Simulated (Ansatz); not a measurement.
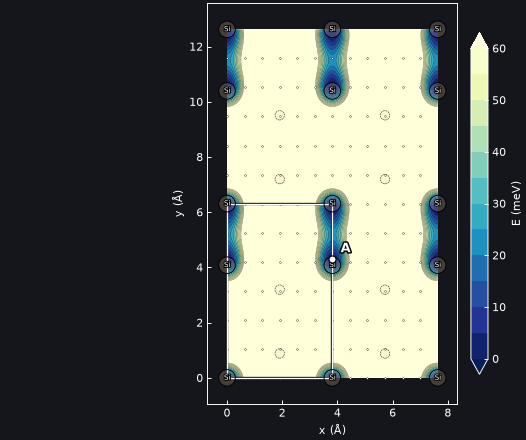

O on a Si(100) slab cut from the P6_3/mmc phase, its upper half relaxed before the scan (8 atoms of substrate and one adsorbate in a 1 × 1 cell). O is moved over the surface cell at a fixed height above a rigid substrate; the origin of the map has the adsorbate above Si7; the height is held at 3.00 Å. Places are given modulo a cell vector. The map is drawn in real space over the plane of the surface. The scan uses a 6 × 6 grid; 24 points were computed and 12 follow by symmetry. All energies are given in meV relative to the lowest grid point. With one adsorbate in each 1 × 1 cell, its nearest image is 3.8 Å away, so neighbouring adsorbates interact. At a fixed height the lowest place need not be the adsorption site. Computed with DFT PBE+D3(BJ), scalar-relativistic, plane waves, PAW in Ansatz 0.2.0. Settings: cutoff 420 eV, k-mesh 7×4×1, gaussian smearing 0.05 eV, spin-polarised.

The picture shows filled contours, dots at the grid points, labelled circles for the atoms of the top layer and small ones for the second layer, the outline of one cell of the 2 × 2 shown, one colour for all values above the top of the scale, the point A. Between grid points the surface is interpolated.

**Find the lowest pass out of the well at A.**

The easiest path leads from the well at (0/6, 4/6) of the cell vectors [nearest 1 Si at 3.00 Å] to a well of about the same depth at the top site over a surface Si atom, (0/6, 0/6) of the cell vectors. Its highest point lies about 23 meV above the bottom of the first well on the interpolated surface, at (0/6, 5/6) of the cell vectors [nearest 2 Si at 3.20 Å]. This is the barrier on the constrained surface; relaxing the other coordinates would change it.

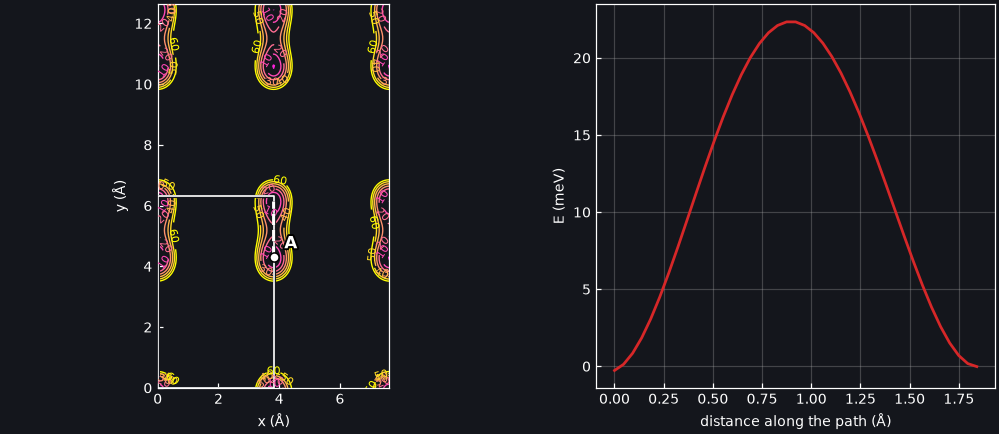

In the figure: contour lines labelled in meV (none above 60), a line along the lowest path, the outline of one cell of the 2 × 2 shown, the energy along the path at the right. Between grid points the surface is interpolated.

PAW datasets: the set soft_1.
